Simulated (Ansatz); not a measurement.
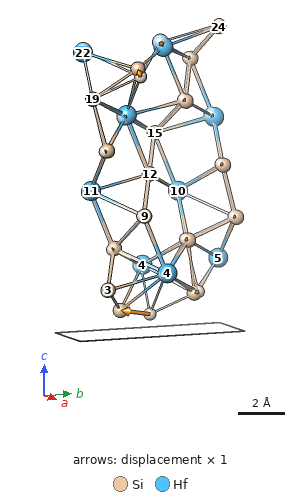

A relaxation of a slab of composition HfSi$_{2}$ (cut from the Cmcm phase). The starting structure is drawn faded, the final one solid; orange arrows show the displacements, at their true length.

The picture is a ball-and-stick view of the cell of the calculation, outlined in the plane, without the vacuum (origin shifted), seen slightly off an axis.

The slab is the (0 2 1) face of HfSi2.

The calculation used Ansatz 0.2.0, DFT PBE, scalar-relativistic, plane waves, PAW. Settings: plane-wave cutoff 420 eV; k-point mesh 10 × 5 × 1; occupations gaussian; smearing width 0.1 eV; no spin polarisation; dipole correction; atoms relaxed in a fixed cell; force threshold 0.02 eV/Å; at most 60 steps.

> What did the optimiser do to the structure, and how much energy did it gain?

The largest move relative to the layer's centre is that of a Si atom, 1.39 Å at 81° to the normal (+c side). Largest moves by element: Si 1.39 Å, Hf 0.26 Å. The lattice vectors keep their values. Among the contacts that change: Si–Si 2.419 → 3.477 Å, Si–Si 3.402 → 2.439 Å, Si–Si 3.389 → 2.772 Å, Hf–Si 2.701 → 3.022 Å. Bond angles that change, for instance: Si–Hf–Si 131.1° → 147.8°, Si–Hf–Si 76.5° → 90.5°, Si–Hf–Si 76.5° → 90.5°. The energy falls by 0.956 eV per cell of the calculation in 12 accepted moves (15 points after the start). The largest force component goes from 1.2 to 0.0051 eV/Å. The line search rejected the trial steps at points 12, 14 of the run. 1 step only repeated the SCF at the same geometry.
